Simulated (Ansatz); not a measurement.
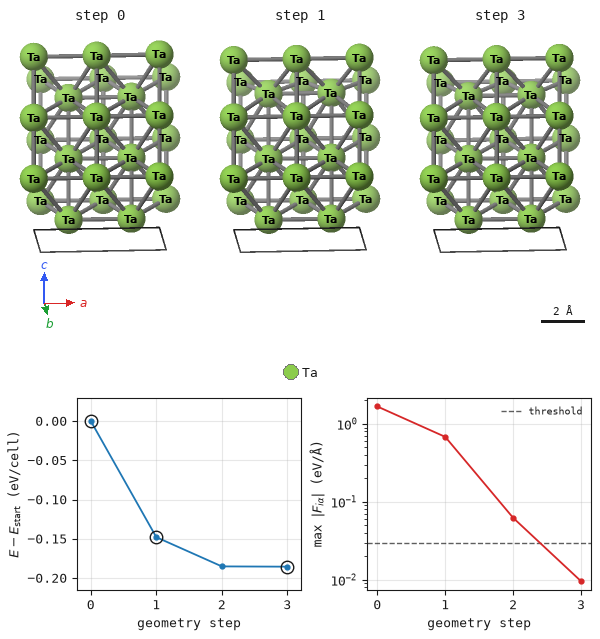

Frames of a constrained relaxation of a slab of composition Ta (cut from the Fm-3m phase), marked on the history of the run. Style: ball-and-stick. Shown: the 2 × 1 repeat of the cell, outlined in the plane, without the vacuum, from a free direction.

Case: clean slab, lower half held. The slab is the (1 1 0) face of Ta. 3 atoms are held fixed.

These are results of DFT PBEsol, scalar-relativistic, plane waves, PAW (Ansatz), not measurements.

Input file:
```yaml
crystal:
  lattice:
    - [2.9525883348, 0.0, 0.0]
    - [0.0, 4.1755904672, 0.0]
    - [0.0, 0.0, 24.3814708371]
  atoms:
    - { symbol: Ta, position: [0.5, 0.5, 0.3486253991] }
    - { symbol: Ta, position: [0.0, 0.0, 0.4091752394] }
    - { symbol: Ta, position: [0.5, 0.5, 0.4697250798] }
    - { symbol: Ta, position: [0.0, 0.0, 0.5302749202] }
    - { symbol: Ta, position: [0.5, 0.5, 0.5908247606] }
    - { symbol: Ta, position: [0.0, 0.0, 0.6513746009] }
basis:
  ecutwfc: 420
kpoints:
  mp_grid: { grid: [10, 7, 1] }
hamiltonian:
  xc: pbesol
scf:
  occupations: { method: gaussian, width: 0.1 }
output:
  forces: true
  eigenvalues: true
relax:
  adjacent_minimum: "off"
  f_tol: 0.03
  max_steps: 70
  constraints: [{ sites: [0, 1, 2] }]
efield:
  axis: 3
  dipole_correction: true
  ramp_width: 0.04
```

Launched with:
```bash
ansatz run input.yaml --threads 2 --pin off --max-ram 5120MiB --backend cpu --events-out ev --progress --plain --runs-dir out
```

**Describe the path.**

Over 3 geometry steps the energy falls by 0.186 eV per cell of the calculation. Largest force component: 1.7 eV/Å at the start, 0.0096 eV/Å at the end. Ta6 moves most: 0.17 Å along the normal (−c). The cell stays as it was. Some distances before and after: Ta4–Ta6 2.953 → 2.801 Å, Ta5–Ta6 2.953 → 2.833 Å, Ta3–Ta5 2.953 → 3.042 Å, Ta4–Ta5 2.953 → 3.006 Å. From step 0 to 1: Ta5 moves most (0.19 Å), energy −0.148 eV per cell of the calculation. From step 1 to 3: Ta5 moves most (0.11 Å), energy −37.6 meV per cell of the calculation.

```tsv
step	E − E(0), meV/atom	largest force component, eV/Å
0	0.00	1.6742
1	-24.67	0.6824
2	-30.87	0.0625
3	-30.93	0.0096
```
